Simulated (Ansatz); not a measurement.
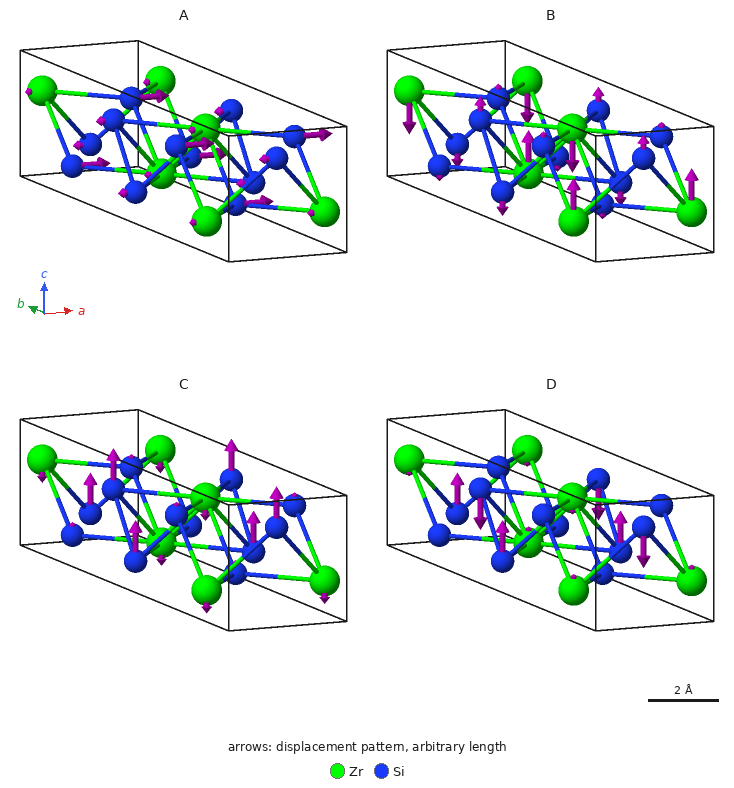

Four optical modes of solid ZrSi$_{2}$ at the zone centre, in no order. Displacements are drawn as purple arrows; their common scale and sign are arbitrary. Style: ball-and-stick. Shown: the conventional cell (2 times the calculation's cell), slightly off an axis. Lengths and directions refer to the drawn axes.

All numbers below come from DFT PBE, scalar-relativistic, plane waves, PAW (Ansatz). (plane-wave cutoff 420 eV; k-point mesh 10 × 10 × 10; occupations fermi dirac; smearing width 0.15 eV; no spin polarisation)

The frequencies depend somewhat on the k-mesh and the smearing.

**Order them from the lowest to the highest frequency (imaginary ones first).**

B (151 cm⁻¹), A (182 cm⁻¹), C (325 cm⁻¹), D (432 cm⁻¹). B, B₃g: All motion is along c; atoms of one kind move against one another, with no net shift of any sublattice; the kinetic energy is shared as Zr 93 %, Si 7 %. A, B₃u: All motion is along a; the kinetic energy is shared as Si 88 %, Zr 12 %. C, B₁u: All motion is along c; the kinetic energy is shared as Si 72 %, Zr 28 %. D, B₃g: All motion is along c; atoms of one kind move against one another, with no net shift of any sublattice; it stretches the shortest Si–Si bonds (2.42 Å); the kinetic energy is shared as Si 94 %, Zr 6 %. The crystal is metallic in this run.
